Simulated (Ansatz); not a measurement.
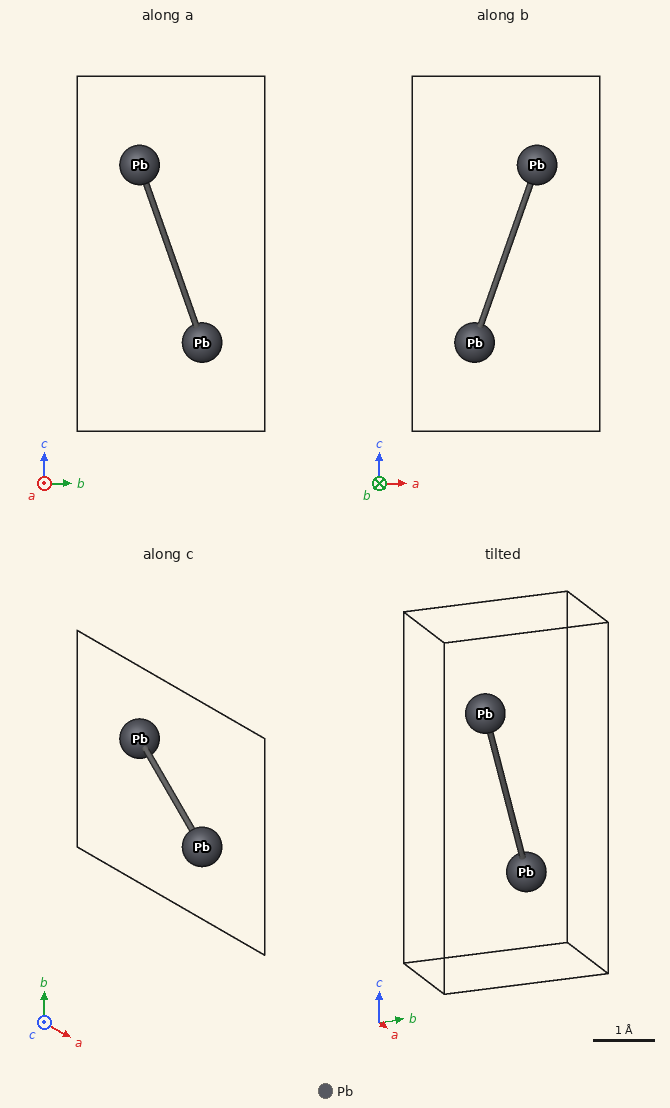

An orthographic ball-and-stick view of the structure, along the a axis, along the b axis, along the c axis and slightly off an axis. The lines enclose the conventional unit cell; boundary atoms appear with their images.

Lattice parameters: a = 3.5542 Å, b = 3.5542 Å, c = 5.8279 Å, α = 90.000°, β = 90.000°, γ = 120.000°.

### Put the structure into a CIF with its space group and independent sites.

```cif
data_structure
_symmetry_space_group_name_H-M 'P 63/m m c'
_symmetry_Int_Tables_number 194
_cell_length_a 3.5542
_cell_length_b 3.5542
_cell_length_c 5.8279
_cell_angle_alpha 90.000
_cell_angle_beta 90.000
_cell_angle_gamma 120.000
_cell_volume 63.76
loop_
_atom_site_label
_atom_site_type_symbol
_atom_site_symmetry_multiplicity
_atom_site_Wyckoff_symbol
_atom_site_fract_x
_atom_site_fract_y
_atom_site_fract_z
_atom_site_occupancy
Pb1 Pb 2 c 0.3333 0.6667 0.2500 1
```

Source of the structure: a structure type filled with this element by a generator (whether the element takes this form wasn't checked). Earlier steps of the study may have refined or changed the cell and positions. Ansatz was used for an electronic-structure calculation on it.
